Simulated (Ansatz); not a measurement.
Geometry relaxation, with input and output: CrCuO₂ (part 1 of 2)

CrCuO₂ (4 atoms in the cell), computed with DFT PBE+U, scalar-relativistic, plane waves, PAW, Ueff = 1.7 eV on Cr d; Ueff = 4 eV on Cu d, spin-polarised (Ansatz 0.2.0).

The structure derives from an entry of the Crystallography Open Database. Figures and captions count atoms from 1; the log counts them from 0 in places.

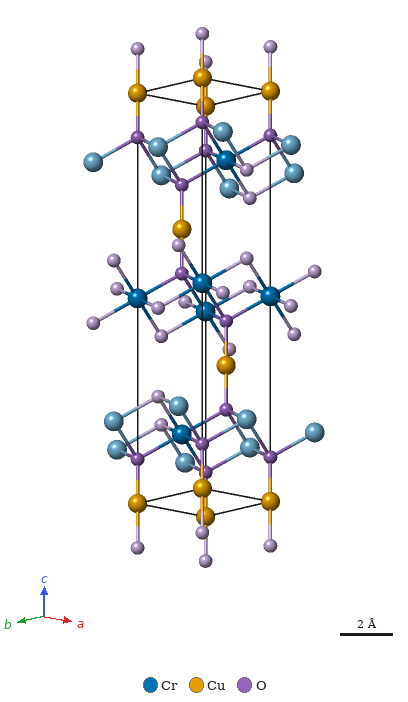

Figure 1. The starting structure (ball-and-stick view of the cell 3 times as large as that of the calculation, set on its symmetry axes, seen at an oblique angle; neighbours outside the cell are drawn fainter). An atom can appear more than once, as a periodic image. Near neighbours in the periodic cell (some may lie outside the picture): Cr has 6 O at 1.99 Å; Cu has 2 O at 1.85 Å; O has 3 Cr at 1.99 Å and 1 Cu at 1.85 Å.

**Results in brief**

- outcome: converged
- space group (tolerance 0.01 Å): R-3m (166)
- electrons treated: 45
- free energy: −11136.9875 eV
- Fermi energy: 12.075 eV
- gap on the k-point mesh: 1.71 eV
- net moment of the cell: 3.00 μB
- integrated absolute moment: 3.11 μB
- pressure: 6.53 GPa
- final volume: 43.64 Å³
- largest force (length of the vector) at the end: 0.002 eV/Å
- final cell: a = 5.971 Å, b = 5.971 Å, c = 5.971 Å, α = 28.78°, β = 28.78°, γ = 28.78°
- hardware: 4 threads of AMD EPYC (Zen 5), 16 GiB of memory available, shared host
- wall time: 7.3 s (CPU time 27 s)
- peak memory: 0.72 GiB

**Notes**

The cell is under a pressure of 6.5 GPa at this level, so it is not at its equilibrium volume.

**The input**
```yaml
crystal:
  lattice:
    - [1.4867005117, 0.8583469407, 5.7000019085]
    - [-1.4867005117, 0.8583469407, 5.7000019085]
    - [0.0, -1.7166938813, 5.7000019085]
  atoms:
    - { symbol: Cr, position: [0.5, 0.5, 0.5], spin: 2.69 }
    - { symbol: Cu, position: [0.0, 0.0, 0.0], spin: 0.05 }
    - { symbol: O, position: [0.10792, 0.10792, 0.10792] }
    - { symbol: O, position: [0.89208, 0.89208, 0.89208] }
basis:
  ecutwfc: 420
  ecutrho_ratio: 4
kpoints:
  mp_grid: { grid: [10, 10, 10] }
hamiltonian:
  xc: pbe
  hubbard:
    sites:
      - { species: Cr, l: d, u_eff: 1.7 }
      - { species: Cu, l: d, u_eff: 4.0 }
scf:
  occupations: { method: gaussian, width: 0.05 }
  lower_state_search: "off"
output:
  forces: true
  stress: true
  eigenvalues: true
  populations: true
magnetization:
  spin_polarized: true
relax:
  f_tol: 0.02
  max_steps: 40
  cell: { stress_tol: 0.2, fix: [volume] }
checkpoint:
  read: start.run
  write: ck
  compress: false
  write_wavefunctions: false
  write_every: 100000
```

Run as:
```bash
ansatz run input.yaml --threads 4 --pin off --max-ram 9216MiB --backend cpu --events-out ev --progress --plain --runs-dir out
```

**Output**
```
Warning: checkpoint.read: spin seed differs: saved 490a91122bdc…, current d735b2ab4023…; the loaded state replaces the seed-built initial guess (but the starting_ns of a DFT+U solve that opens without the state's occupation matrices), so the run may converge into the producing seed's basin, or, where the symmetry group that follows from this deck's starting moments and starting_ns does not hold the saved magnetisation, lose that magnetisation at its first build. Where atoms have moved since the state was saved, this difference can also decide whether moments are moved with them. A self-consistent run of this deck without the state starts from its starting moments and, under a DFT+U term, its starting_ns
basis.fft_grid_basis auto: the FFT boxes are laid along the combinations [[1, 0, -1], [0, 1, -1], [0, 0, 1]] of the cell's own vectors, 2.973, 2.973 and 5.953 Å long. The dense box has 20×20×40 points. Along the cell's own vectors, as sized, it would have 40×40×40, 4.00 times as many. Of the 12 symmetry operations that the crystal satisfies within crystal.symmetry.tolerance (time reversal apart; of a slab, those that keep its plane) the dense box along the cell's own vectors carries 12, and the one as laid loses 8 of those. basis.fft_grid_basis: typed keeps the cell's own vectors: state it where this run's energies or levels are differenced outside the engine with another run's, or held beside a run that keeps those vectors.
Cr: projections on atomic orbitals take those of the free atom [Ne] 3s2 3p6 3d5 4s1, of charge +0.00 (hamiltonian.pseudopotentials.projection_atoms); the dataset's partial waves leave at most 7.0e-7 of an orbital's norm unspanned inside its sphere
Cu: projections on atomic orbitals take those of the free atom [Ne] 3s2 3p6 3d10 4s1, of charge +0.00 (hamiltonian.pseudopotentials.projection_atoms); the dataset's partial waves leave at most 2.0e-6 of an orbital's norm unspanned inside its sphere
O: projections on atomic orbitals take those of the free atom [He] 2s2 2p4, of charge +0.00 (hamiltonian.pseudopotentials.projection_atoms); the dataset's partial waves leave at most 1.9e-8 of an orbital's norm unspanned inside its sphere
Engine: ansatz 0.2.0, x86_64-unknown-linux-gnu
Pseudopotentials: kind: paw
Pseudopotential: Cr, paw, valence charge 14, recommended cutoff 420 eV (normal), Cr.paw.azcp
Pseudopotential: Cu, paw, valence charge 19, recommended cutoff 420 eV (normal), Cu.paw.azcp
Pseudopotential: O, paw, valence charge 6, recommended cutoff 420 eV (normal), O.paw.azcp
Functional definition: PBE
  parameter kappa = 0.804
  parameter beta = 0.06672455060314922
  exchange = pbe_x(kappa = kappa, mu = beta*pi^2/3)
  correlation = pbe_c(beta = beta)
Crystal: 4 atoms, lattice volume = 43.643 Å³
Basis set: ecut = 420 eV, 817 PW (Γ), FFT grids on a1−a3, a2−a3, a3, exchange–correlation on 40×40×80 points (8 copies of the dense FFT grid, shifted against one another)
Bands: 29, of which v1, the nominal top of the filled ones, is band 23 counted from 1 (22 counted from 0)
Symmetry: 12 space group operations
Space group: R-3m (ITA 166), of the structure as read, at distance tolerance 3.5e-5 Å
Magnetic group: BNS 166.97 (UNI 1327), of the structure as read, at distance tolerance 3.5e-5 Å
k-points: 116 of 1000
Non-local potential: Cr, projectors of the file, l = 0: 3, l = 1: 2, l = 2: 3, l = 3: 1
Non-local potential: Cu, projectors of the file, l = 0: 3, l = 1: 2, l = 2: 3, l = 3: 1
Non-local potential: O, projectors of the file, l = 0: 2, l = 1: 2, l = 2: 1
PAW form: soft (Blöchl's): semilocal exchange-correlation on the pseudo side does not see the compensation charge
PAW one-centre angular grid: Cr, 590 points (default); XC on 64 Gauss nodes
PAW one-centre angular grid: Cu, 590 points (default); XC on 64 Gauss nodes
PAW one-centre angular grid: O, 110 points (default); XC on 64 Gauss nodes
Initial density: read from a saved state, or passed on in memory by an earlier SCF of this step, an earlier step, the calling program or the single point that the run made first
Stability of the state it starts from, as read at its close in the collinear treatment: not read negative (Ritz values of 1 − χ₀K, real part plus size of imaginary part, from 0.92 to 3.2, by its mixing steps under the symmetry group of the SCF that read it); its run was given moments
Starting moments: Σ|m| = 2.74 μB on 2 of 4 sites; this step starts from the density that it was given
Initial wavefunctions: pseudopotential atomic-orbital guess
Functional: x = pbe(κ = 0.804, μ = 0.2195149727645171), c = pbe(β = 0.06672455060314922)
iter 1 solved again at ethr=4.29e-8 eV; its pass at ethr=3.10e-3 eV (dr2=1.93e-5 eV) is discarded
SCF iter   1: F=—  HF=-11136.984808 eV  |F-HF|=—  |Δ(HF+E_count)|=         —  Δρ=5.83e-6 (↑5.83e-6 ↓5.67e-6)  dr2=4.11e-9  dr2_m=1.18e-8  M=3.000 μB ∫|m|=3.106 μB  β_m=0.30  ethr=4.29e-8  ⟨swp⟩=3.0  Hψ=41673  notcnv=0
preconditioner: auto → none  [insulator: Δε(μ)=1.714 eV  Ē_g=10.893 eV  σ=0.050 eV  W_gap=1.00  n_scr=16 (ndim 8)  ℏωp=30.3 eV  f_vac=0.013  D(μ)=0.00/eV (n_scr^D=0)  ε∞_Penn≈8.7]
SCF iter   2: F=-11136.984808 eV  HF=-11136.984808 eV  |F-HF|=2.35e-9  |Δ(HF+E_count)|=   2.74e-9  Δρ=4.94e-6 (↑4.94e-6 ↓3.89e-6)  dr2=1.10e-9  dr2_m=7.49e-9  M=3.000 μB ∫|m|=3.106 μB  ethr=9.14e-12  ⟨swp⟩=5.2  Hψ=22137  notcnv=0
SCF 1 converged in 2 iterations: F = -11136.984808 eV  dr2 = 1.10e-9
  greatest PAW one-centre occupation: 1.000 electrons in one spin orbital (limit 2), on the Cu atom at site 1 (counted from 0), in its partial waves of l = 0
relax step   1: F+E_penalty+E_count = -11136.98480842 eV  Δ(F+E_penalty+E_count) = +0.000e0 eV  max|allowed force component| = 2.404e-1 eV/Å  Δτ_max = 0.0000 Å  P = +6.613 GPa  Ω = 43.643 Å³  fix = [volume]  reactions: volume +6.613 GPa  (2 SCF iters, dr2 threshold 1.00e-7 eV, accepted)
Initial density: handed on by an earlier stage of this run
Initial wavefunctions: those handed on with the density
iter 1 solved again at ethr=7.50e-8 eV; its pass at ethr=3.10e-3 eV (dr2=3.37e-5 eV) is discarded
SCF iter   1: F=—  HF=-11136.986472 eV  |F-HF|=—  |Δ(HF+E_count)|=         —  Δρ=2.50e-4 (↑2.50e-4 ↓2.17e-4)  dr2=3.48e-5  dr2_m=3.57e-6  M=3.000 μB ∫|m|=3.105 μB  β_m=0.30  ethr=7.50e-8  ⟨swp⟩=2.0  Hψ=29340  notcnv=0
preconditioner: auto → none  [insulator: Δε(μ)=1.714 eV  Ē_g=10.894 eV  σ=0.050 eV  W_gap=1.00  n_scr=16 (ndim 8)  ℏωp=30.3 eV  f_vac=0.013  D(μ)=0.00/eV (n_scr^D=0)  ε∞_Penn≈8.7]
SCF iter   2: F=—  HF=-11136.986473 eV  |F-HF|=—  |Δ(HF+E_count)|=   8.62e-7  Δρ=1.16e-4 (↑1.16e-4 ↓1.11e-4)  dr2=4.06e-6  dr2_m=1.96e-6  M=3.000 μB ∫|m|=3.105 μB  β_m=0.31  ethr=7.50e-8  ⟨swp⟩=2.2  Hψ=9274  notcnv=0
SCF iter   3: F=—  HF=-11136.986474 eV  |F-HF|=—  |Δ(HF+E_count)|=   1.35e-6  Δρ=1.12e-4 (↑1.12e-4 ↓8.82e-5)  dr2=4.54e-6  dr2_m=1.14e-6  M=3.000 μB ∫|m|=3.105 μB  β_m=0.39  ethr=9.03e-9  ⟨swp⟩=2.0  Hψ=11861  notcnv=0
SCF iter   4: F=—  HF=-11136.986476 eV  |F-HF|=—  |Δ(HF+E_count)|=   2.19e-6  Δρ=3.33e-5 (↑2.38e-5 ↓3.33e-5)  dr2=1.25e-6  dr2_m=4.49e-8  M=3.000 μB ∫|m|=3.105 μB  β_m=0.31  ethr=9.03e-9  ⟨swp⟩=2.3  Hψ=10108  notcnv=0
SCF iter   5: F=-11136.986476 eV  HF=-11136.986476 eV  |F-HF|=1.84e-8  |Δ(HF+E_count)|=   1.83e-7  Δρ=1.27e-5 (↑1.27e-5 ↓9.40e-6)  dr2=2.64e-8  dr2_m=4.09e-8  M=3.000 μB ∫|m|=3.105 μB  ethr=8.89e-10  ⟨swp⟩=2.2  Hψ=20637  notcnv=0
SCF 2 converged in 5 iterations: F = -11136.986476 eV  dr2 = 2.64e-8
relax step   2: F+E_penalty+E_count = -11136.98647611 eV  Δ(F+E_penalty+E_count) = -1.668e-3 eV  max|allowed force component| = 1.408e-1 eV/Å  Δτ_max = 0.0028 Å  P = +6.607 GPa  Ω = 43.643 Å³  energy of the carried Pulay correction = -2.882e-17 eV  fix = [volume]  reactions: volume +6.607 GPa  (5 SCF iters, dr2 threshold 4.00e-7 eV, accepted)
iter 1 solved again at ethr=1.87e-7 eV; its pass at ethr=3.10e-3 eV (dr2=8.42e-5 eV) is discarded
SCF iter   1: F=—  HF=-11136.987521 eV  |F-HF|=—  |Δ(HF+E_count)|=         —  Δρ=3.94e-4 (↑3.94e-4 ↓3.46e-4)  dr2=8.62e-5  dr2_m=1.14e-5  M=3.000 μB ∫|m|=3.103 μB  β_m=0.30  ethr=1.87e-7  ⟨swp⟩=2.0  Hψ=29848  notcnv=0
preconditioner: auto → none  [insulator: Δε(μ)=1.709 eV  Ē_g=10.894 eV  σ=0.050 eV  W_gap=1.00  n_scr=16 (ndim 8)  ℏωp=30.3 eV  f_vac=0.013  D(μ)=0.00/eV (n_scr^D=0)  ε∞_Penn≈8.7]
SCF iter   2: F=—  HF=-11136.987526 eV  |F-HF|=—  |Δ(HF+E_count)|=   5.88e-6  Δρ=2.19e-4 (↑2.19e-4 ↓1.50e-4)  dr2=8.99e-6  dr2_m=6.88e-6  M=3.000 μB ∫|m|=3.103 μB  β_m=0.33  ethr=1.87e-7  ⟨swp⟩=2.0  Hψ=9440  notcnv=0
SCF iter   3: F=—  HF=-11136.987534 eV  |F-HF|=—  |Δ(HF+E_count)|=   7.28e-6  Δρ=1.70e-4 (↑1.70e-4 ↓1.37e-4)  dr2=9.54e-6  dr2_m=3.19e-6  M=3.000 μB ∫|m|=3.103 μB  β_m=0.44  ethr=2.00e-8  ⟨swp⟩=2.0  Hψ=11419  notcnv=0
SCF iter   4: F=—  HF=-11136.987542 eV  |F-HF|=—  |Δ(HF+E_count)|=   8.10e-6  Δρ=4.98e-5 (↑4.23e-5 ↓4.98e-5)  dr2=3.19e-6  dr2_m=9.25e-8  M=3.000 μB ∫|m|=3.103 μB  β_m=0.35  ethr=2.00e-8  ⟨swp⟩=2.0  Hψ=9634  notcnv=0
iter 5 did not close the SCF: its close was put off for a magnetic moment that had not settled (scf_convergence_deferred on its scf_iter line)
SCF iter   5: F=-11136.987541 eV  HF=-11136.987541 eV  |F-HF|=4.50e-8  |Δ(HF+E_count)|=   5.17e-7  Δρ=2.15e-5 (↑2.15e-5 ↓1.41e-5)  dr2=8.08e-8  dr2_m=1.10e-7  M=3.000 μB ∫|m|=3.103 μB  β_m=0.47  ethr=8.89e-10  ⟨swp⟩=2.9  Hψ=23614  notcnv=0
SCF iter   6: F=-11136.987541 eV  HF=-11136.987541 eV  |F-HF|=1.16e-8  |Δ(HF+E_count)|=   1.01e-7  Δρ=8.72e-6 (↑8.72e-6 ↓7.60e-6)  dr2=6.61e-9  dr2_m=2.42e-8  M=3.000 μB ∫|m|=3.103 μB  ethr=1.80e-10  ⟨swp⟩=1.7  Hψ=18464  notcnv=0
SCF 3 converged in 6 iterations: F = -11136.987541 eV  dr2 = 6.61e-9
relax step   3: F+E_penalty+E_count = -11136.98754140 eV  Δ(F+E_penalty+E_count) = -1.065e-3 eV  max|allowed force component| = 1.764e-3 eV/Å  Δτ_max = 0.0034 Å  P = +6.529 GPa  Ω = 43.643 Å³  energy of the carried Pulay correction = -8.646e-17 eV  fix = [volume]  reactions: volume +6.529 GPa  (6 SCF iters, dr2 threshold 4.00e-7 eV, accepted)
Initial wavefunctions: pseudopotential atomic-orbital guess (no wavefunctions were taken with the density)
iter 1 solved again at ethr=4.26e-8 eV; its pass at ethr=3.10e-3 eV (dr2=1.92e-5 eV) is discarded
SCF iter   1: F=—  HF=-11136.987321 eV  |F-HF|=—  |Δ(HF+E_count)|=         —  Δρ=1.09e-4 (↑1.09e-4 ↓8.63e-5)  dr2=3.71e-7  dr2_m=7.72e-8  M=3.000 μB ∫|m|=3.103 μB  β_m=0.30  ethr=4.26e-8  ⟨swp⟩=3.0  Hψ=41664  notcnv=0
preconditioner: auto → none  [insulator: Δε(μ)=1.709 eV  Ē_g=10.892 eV  σ=0.050 eV  W_gap=1.00  n_scr=16 (ndim 8)  ℏωp=30.3 eV  f_vac=0.013  D(μ)=0.00/eV (n_scr^D=0)  ε∞_Penn≈8.7]
SCF iter   2: F=—  HF=-11136.987404 eV  |F-HF|=—  |Δ(HF+E_count)|=   8.26e-5  Δρ=7.64e-5 (↑7.64e-5 ↓6.04e-5)  dr2=1.81e-7  dr2_m=4.18e-8  M=3.000 μB ∫|m|=3.103 μB  β_m=0.65  ethr=8.24e-10  ⟨swp⟩=1.0  Hψ=6739  notcnv=0
SCF iter   3: F=—  HF=-11136.987481 eV  |F-HF|=—  |Δ(HF+E_count)|=   7.72e-5  Δρ=4.20e-6 (↑3.97e-6 ↓4.20e-6)  dr2=3.40e-8  dr2_m=7.37e-10  M=3.000 μB ∫|m|=3.103 μB  β_m=0.48  ethr=4.03e-10  ⟨swp⟩=2.0  Hψ=9450  notcnv=0
SCF iter   4: F=—  HF=-11136.987481 eV  |F-HF|=—  |Δ(HF+E_count)|=   1.61e-8  Δρ=2.30e-6 (↑2.30e-6 ↓1.90e-6)  dr2=1.33e-9  dr2_m=1.05e-9  M=3.000 μB ∫|m|=3.103 μB  β_m=0.62  ethr=7.56e-11  ⟨swp⟩=2.4  Hψ=9372  notcnv=0
SCF iter   5: F=—  HF=-11136.987481 eV  |F-HF|=—  |Δ(HF+E_count)|=   9.36e-9  Δρ=1.54e-6 (↑1.54e-6 ↓1.04e-6)  dr2=1.06e-9  dr2_m=3.13e-10  M=3.000 μB ∫|m|=3.103 μB  β_m=0.58  ethr=1.42e-12  ⟨swp⟩=4.0  Hψ=20635  notcnv=0
SCF iter   6: F=-11136.987481 eV  HF=-11136.987481 eV  |F-HF|=1.43e-9  |Δ(HF+E_count)|=  2.36e-10  Δρ=9.41e-7 (↑5.84e-7 ↓9.41e-7)  dr2=4.30e-10  dr2_m=5.80e-11  M=3.000 μB ∫|m|=3.103 μB  ethr=1.42e-12  ⟨swp⟩=2.0  Hψ=23072  notcnv=0
SCF 4 converged in 6 iterations: F = -11136.987481 eV  dr2 = 4.30e-10
relax step   4: F+E_penalty+E_count = -11136.98748085 eV  Δ(F+E_penalty+E_count) = +6.055e-5 eV  max|allowed force component| = 1.878e-3 eV/Å  Δτ_max = 0.0000 Å  P = +6.531 GPa  Ω = 43.643 Å³  fix = [volume]  reactions: volume +6.531 GPa  stress off target by 5.61e-2 GPa on what of the cell is left free  SCF on the basis re-selected at this cell (its energy is not comparable with the rows above)  (6 SCF iters)
```
